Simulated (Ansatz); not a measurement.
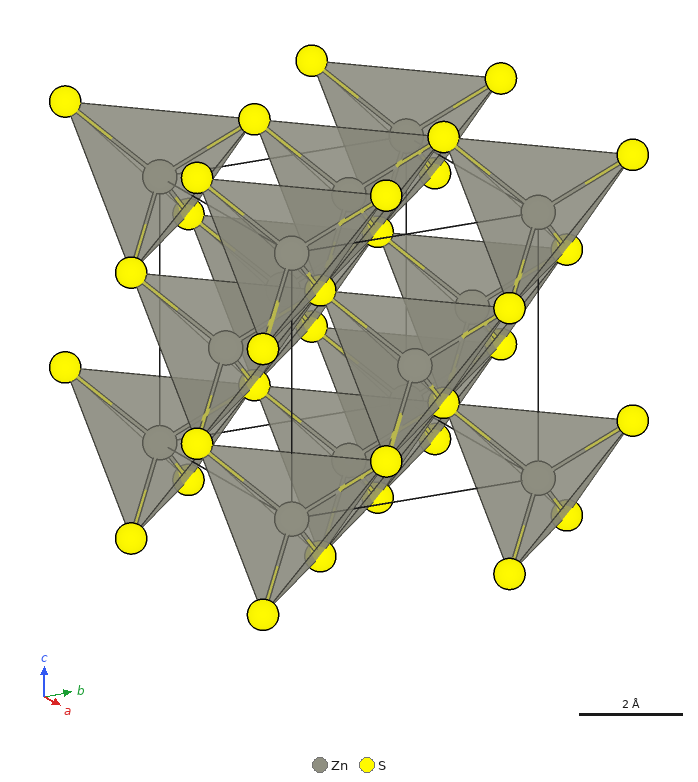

Fig. 1: The input geometry (polyhedral view of the cell 4 times as large as that of the calculation, set on its symmetry axes, seen at an oblique angle; polyhedra are completed across the faces of the cell). An atom can appear more than once, as a periodic image.

**ZnS: band-structure calculation**

System: ZnS (F-43m, 2 atoms in the cell).
Method: DFT PBE, scalar-relativistic, plane waves, PAW, no spin polarisation (Ansatz 0.2.0).

The structure derives from an entry of the Crystallography Open Database. Figures and captions count atoms from 1; the log counts them from 0 in places.

## The input
```yaml
crystal:
  lattice:
    - [0.0, 2.7217991804, 2.7217991804]
    - [2.7217991804, 0.0, 2.7217991804]
    - [2.7217991804, 2.7217991804, 0.0]
  atoms:
    - { symbol: Zn, position: [0.0, 0.0, 0.0] }
    - { symbol: S, position: [0.75, 0.75, 0.75] }
basis:
  ecutwfc: 420
  ecutrho_ratio: 4
kpoints:
  mp_grid: { grid: [12, 12, 12] }
  band_path:
    path:
      - [[0.0, 0.0, 0.0], [-0.5, -0.5, 0.0], [-0.375, -0.375, 0.25]]
      - [[-0.375, 0.0, 0.375], [0.0, 0.0, 0.0], [0.0, 0.0, 0.5], [-0.5, -0.25, 0.25], [-0.5, -0.5, 0.0]]
    npoints: 14
hamiltonian:
  xc: pbe
scf:
  occupations: { method: gaussian, width: 0.05 }
  n_extra_bands: 11
output:
  forces: true
  stress: true
  eigenvalues: true
  populations: true
  dos: { projected: true, de: 0.02, nscf_kmesh: { grid: [18, 18, 18] } }
  bader: true
  write_density: true
  write_potential: true
  elf: true
  volumetric_format: npy
```

Run on 2 threads of Arm Neoverse V2, 24 GiB of memory available, shared host.

Command:
```bash
ansatz run input.yaml --threads 2 --pin off --max-ram 2662MiB --backend cpu --events-out ev --progress --plain --runs-dir out
```

## The program's output
```
scf.n_extra_bands = 11 over 9 filled bands (N_el = 18.0): the run solves 20 bands
Engine: ansatz 0.2.0, aarch64-unknown-linux-gnu
Pseudopotentials: kind: paw
Pseudopotential: Zn, paw, valence charge 12, recommended cutoff 420 eV (normal), Zn.paw.azcp
Pseudopotential: S, paw, valence charge 6, recommended cutoff 420 eV (normal), S.paw.azcp
Functional definition: PBE
  parameter kappa = 0.804
  parameter beta = 0.06672455060314922
  exchange = pbe_x(kappa = kappa, mu = beta*pi^2/3)
  correlation = pbe_c(beta = beta)
Crystal: 2 atoms, lattice volume = 40.327 Å³
Basis set: ecut = 420 eV, 749 PW (Γ), exchange–correlation on 54×54×54 points (8 copies of the dense FFT grid, shifted against one another)
Bands: 20, of which v1, the nominal top of the filled ones, is band 9 counted from 1 (8 counted from 0)
Symmetry: 24 space group operations
Space group: F-43m (ITA 216), of the structure as read, at distance tolerance 3.4e-5 Å
k-points: 72 of 1728 (time reversal used)
Non-local potential: Zn, projectors of the file, l = 0: 2, l = 1: 2, l = 2: 3, l = 3: 1
Non-local potential: S, projectors of the file, l = 0: 2, l = 1: 2, l = 2: 2
PAW form: soft (Blöchl's): semilocal exchange-correlation on the pseudo side does not see the compensation charge
PAW one-centre angular grid: Zn, 590 points (default); XC on 64 Gauss nodes
PAW one-centre angular grid: S, 110 points (default); XC on 64 Gauss nodes
Initial density: superposition of atomic densities (neutral atoms: chi_scale 0, normalization atom), corrected by the library's trained network
Initial wavefunctions: pseudopotential atomic-orbital guess
Functional: x = pbe(κ = 0.804, μ = 0.2195149727645171), c = pbe(β = 0.06672455060314922)
SCF iter   1: F=—  HF=-4222.734210 eV  |F-HF|=—  |Δ(HF+E_count)|=         —  Δρ=6.29e-4  dr2=2.19e-4  ethr=1.77e-3  ⟨swp⟩=5.1  Hψ=7636  notcnv=0  defer=95
preconditioner: auto → none  [insulator: Δε(μ)=2.008 eV  Ē_g=17.691 eV  σ=0.050 eV  W_gap=1.00  n_scr=14 (ndim 8)  ℏωp=24.8 eV  f_vac=0.030  D(μ)=0.00/eV (n_scr^D=0)  ε∞_Penn≈3.0]
SCF iter   2: F=—  HF=-4222.734428 eV  |F-HF|=—  |Δ(HF+E_count)|=   2.19e-4  Δρ=6.30e-4  dr2=7.30e-5  ethr=1.22e-6  ⟨swp⟩=2.0  Hψ=2663  notcnv=0  defer=206
SCF iter   3: F=—  HF=-4222.734442 eV  |F-HF|=—  |Δ(HF+E_count)|=   1.41e-5  Δρ=1.52e-4  dr2=7.11e-6  ethr=4.05e-7  ⟨swp⟩=2.1  Hψ=1478  notcnv=0  defer=206
SCF iter   4: F=—  HF=-4222.734454 eV  |F-HF|=—  |Δ(HF+E_count)|=   1.23e-5  Δρ=6.43e-5  dr2=6.16e-7  ethr=3.95e-8  ⟨swp⟩=2.0  Hψ=1606  notcnv=0  defer=206
SCF iter   5: F=—  HF=-4222.734459 eV  |F-HF|=—  |Δ(HF+E_count)|=   4.93e-6  Δρ=2.66e-5  dr2=1.70e-7  ethr=3.42e-9  ⟨swp⟩=2.0  Hψ=1653  notcnv=0  defer=206
SCF iter   6: F=-4222.734460 eV  HF=-4222.734460 eV  |F-HF|=3.03e-8  |Δ(HF+E_count)|=   8.32e-7  Δρ=4.67e-6  dr2=3.56e-9  ethr=5.56e-10  ⟨swp⟩=12.2  Hψ=9992  notcnv=0
SCF 1 converged in 6 iterations: F = -4222.734460 eV  dr2 = 3.56e-9
  greatest PAW one-centre occupation: 0.983 electrons in one spin orbital (limit 2), on the Zn atom at site 0 (counted from 0), in its partial waves of l = 2
NSCF: frozen V_eff on 86 k-points
NSCF: frozen V_eff on 195 k-points
SCF converged after 6 iterations
Free energy (F): -4222.734460 eV
Harris-Foulkes:  -4222.734460 eV  (|F-HF|=3.03e-8)
Internal energy: -4222.734460 eV  (E = F + TS)
E sigma→0 (E₀):  -4222.734460 eV
Fermi energy:    6.513419 eV
--- Per-component energies (eV) ---
  E_band       = 1.338983
  E_kinetic    = 237.794319
  E_local      = -2055.182631  (includes V_loc(G=0)·N_el)
  E_nonlocal   = 642.907793
  E_hartree    = 858.870571
  E_xc         = -234.109972
  E_vxc        = -139.163097  (∫ρ·V_xc dr)
  E_paw        = -2428.752356  (= ΣΔE_a)
  E_vpaw       = -402.757214  (= ΣTr[D̂ρ^β])
  E_aug_tail   = -0.000347  (compensation charges beyond the density's cutoff)
  E_ewald      = -1244.261838
  E_smearing   = -0.000000  (= −TS)
  E_closure    = -0.000000  (closes the sum)
  Σ components = -4222.734460   (vs F -4222.734460, Δ=0.00e0)
--- Forces (eV/Å), atoms counted from 1 ---
  atom   1  Zn    -0.00000000     0.00000000    -0.00000000
  atom   2  S      0.00000000    -0.00000000    -0.00000000
  max |Σ_I F_I| component: 3.70e-17 eV/Å
--- Stress (GPa, compression-positive) ---
       -0.000203      -0.000000      -0.000000
        0.000000      -0.000203       0.000000
        0.000000       0.000000      -0.000203
  P = ⅓ Tr σ = -0.0002 GPa (-0.002 kbar)
--- Band table (eV; the first three rows and the last of 72) ---
  k-point 0: bands = ["-7.4871", "-0.7461", "-0.7461", "-0.7461", "-0.2717", "-0.2717", "5.5053", "5.5053", "5.5053", "7.5202", "11.8901", "11.8901", "11.8901", "17.1010", "17.1010", "17.2576", "19.9713", "19.9713", "19.9713", "23.0033"]
  k-point 1: bands = ["-7.4363", "-0.7457", "-0.7369", "-0.7369", "-0.2726", "-0.2726", "4.9223", "5.4392", "5.4392", "7.9890", "11.8110", "12.0075", "12.0075", "16.7889", "16.7889", "17.6865", "19.5568", "20.5717", "20.5717", "23.7676"]
  k-point 2: bands = ["-7.2923", "-0.7359", "-0.7125", "-0.7125", "-0.2734", "-0.2734", "3.8474", "5.2687", "5.2687", "8.6376", "11.8472", "12.2787", "12.2787", "16.3643", "16.3643", "18.1105", "19.6216", "21.9082", "21.9082", "25.3336"]
  k-point 71: bands = ["-6.2947", "-0.6130", "-0.4783", "-0.3230", "-0.3074", "0.1066", "1.0211", "2.8619", "2.8763", "11.2009", "11.4307", "13.3102", "13.7089", "17.7631", "19.1122", "20.1593", "20.3380", "23.1797", "25.5573", "25.9897"]
--- Löwdin populations: 2 sites ---
  site symbol       q [e]
     0     Zn     10.7278
     1      S      7.0782
  spilling = 0.010773 (of n_electrons = 18.000000)
--- Bader charges: 2 sites ---
  site symbol  charge [e]  shift [e]
     0     Zn      0.8879     0.0027
     1      S     -0.8879     0.0027
  estimated error of the sums over rays = 3.0e-4 e
```

## File bader_charges.tsv
```
# site	symbol	x_ang	y_ang	z_ang	partial_charge_e	electrons	volume_ang3	relative_density_drop	shared_charge_e	partial_wave_shift_e
# quadrature_error_electrons = 3.0e-4
0	Zn	0.0000	0.0000	0.0000	0.88789	29.11211	14.04	-	0.88789	0.00267
1	S	4.0827	4.0827	4.0827	-0.88789	16.88789	26.29	-	-0.88789	0.00267
```

## File populations.tsv
```
# site	symbol	l	j	q
# orbitals = lowdin
# n_electrons = 18.000000
# spilling = 0.010773
0	Zn	0_4S	-	0.751112
0	Zn	2_3D	-	9.976732
1	S	0_3S	-	1.859364
1	S	1_3P	-	5.218873
```

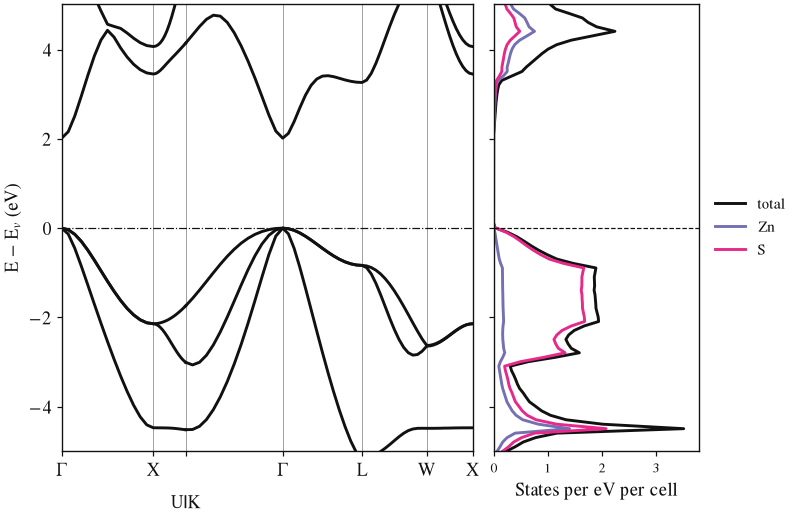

Fig. 2: Band structure along Γ–X–U|K–Γ–L–W–X and density of states (projected on Löwdin-orthogonalised atomic shells), with energies from the valence-band top. There is a gap of 2.01 eV on this path, direct, at Γ.

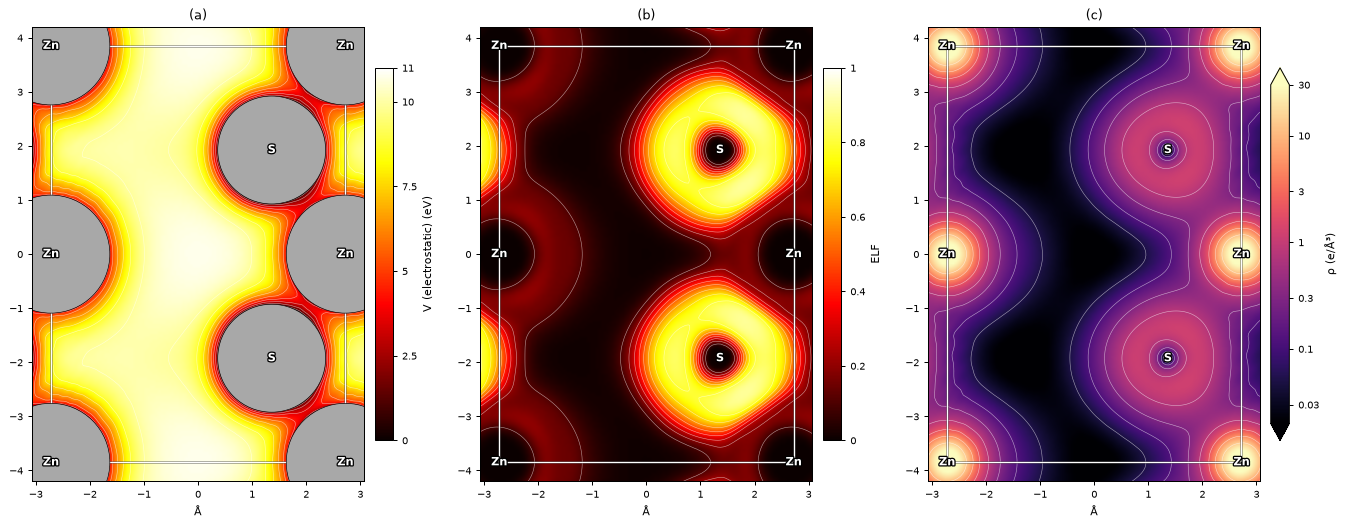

Fig. 3: (a) electrostatic potential (local pseudopotential plus Hartree) felt by an electron; (b) electron localisation function; (c) valence charge density (pseudo) on the (110) plane of the conventional cell. Grey discs, where drawn, cover atomic cores. Zn–S (2.36 Å): the density is about 0.5 e/Å³ at the midpoint; the ELF is about 0.55 at the midpoint. Away from the nuclei the density in this plane falls to 0.01 e/Å³ at its lowest. Outside the cores the potential energy rises away from the atoms and is highest about 2.3 Å from the nearest atoms; outside the discs it spans about 10 eV, and its zero is arbitrary. In a PAW calculation such maps are meaningful between the atoms, not at the nuclei.

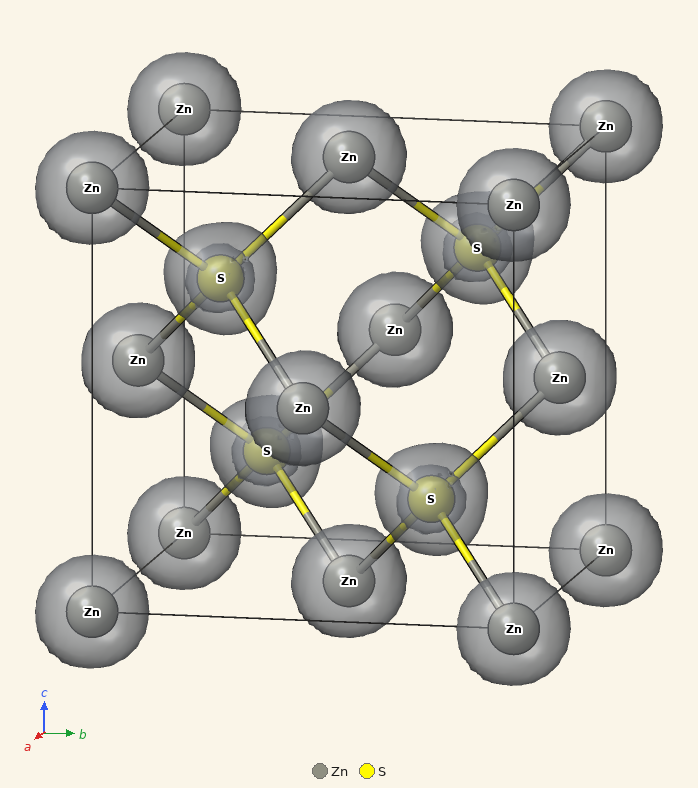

Fig. 4: Isosurface of the valence pseudo-density at 1 e/Å³ (grey), seen slightly off an axis. Sticks mark near contacts. The outline is the cell set on symmetry axes. At this value the density breaks into separate islands; it holds about 55 % of the electrons treated as valence. It is pinched off along the Zn–S (2.36 Å) contacts. On the grid the lowest density along these lines, outside the cores, is 0.46 e/Å³ (Zn–S, 2.36 Å).

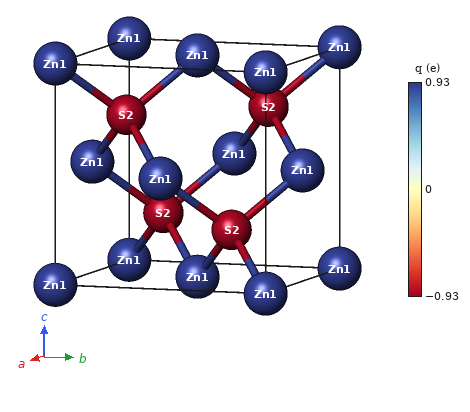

Fig. 5: Bader charges, as the colour of each atom (ball-and-stick view of the cell 4 times as large as that of the calculation, set on its symmetry axes, seen slightly off an axis; atoms are numbered from 1 in the order of the input). By element: Zn +0.89 and S −0.89 e.

## Results in brief

- outcome: converged
- space group (tolerance 0.01 Å): F-43m (216)
- electrons treated: 18
- free energy: −4222.7345 eV
- Fermi energy: 6.513 eV
- gap on the k-point mesh: 2.01 eV
- gap on the band path: 2.01 eV
- pressure: 0.00 GPa
- largest force (length of the vector): under 0.001 eV/Å
- wall time: 18 s (CPU time 36 s)
- peak memory: 0.36 GiB
